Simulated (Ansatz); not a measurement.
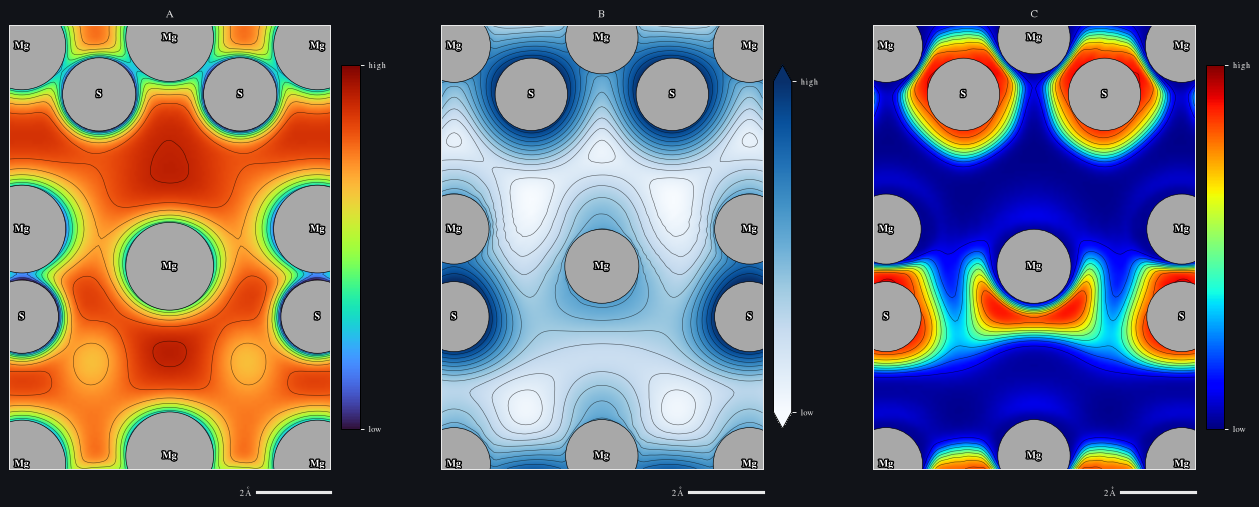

Mg8S7 (cell with a defect): 3 fields on the (011̄) plane of the calculation cell, with unlabelled colour scales. Grey discs cover the atomic cores.

Computed with DFT PBE, scalar-relativistic, plane waves, PAW (Ansatz).

Question: Match the panels to the quantities (electron localisation function, electrostatic potential energy of an electron and valence pseudo-density).

Answer: Panel A: electrostatic potential energy of an electron (low next to the atoms, rising into the space between them). Panel B: valence pseudo-density. Panel C: electron localisation function. From the grid: Mg–S (2.39 Å): the density is about 0.42 e/Å³ at the midpoint; the ELF peaks at about 0.90 in the valence shell of S, 0.9 Å from its nucleus, and is about 0.80 at the midpoint. Mg–S (2.47 Å): the density is about 0.36 e/Å³ at the midpoint; the ELF peaks at about 0.90 in the valence shell of S, 0.9 Å from its nucleus, and is about 0.80 at the midpoint.
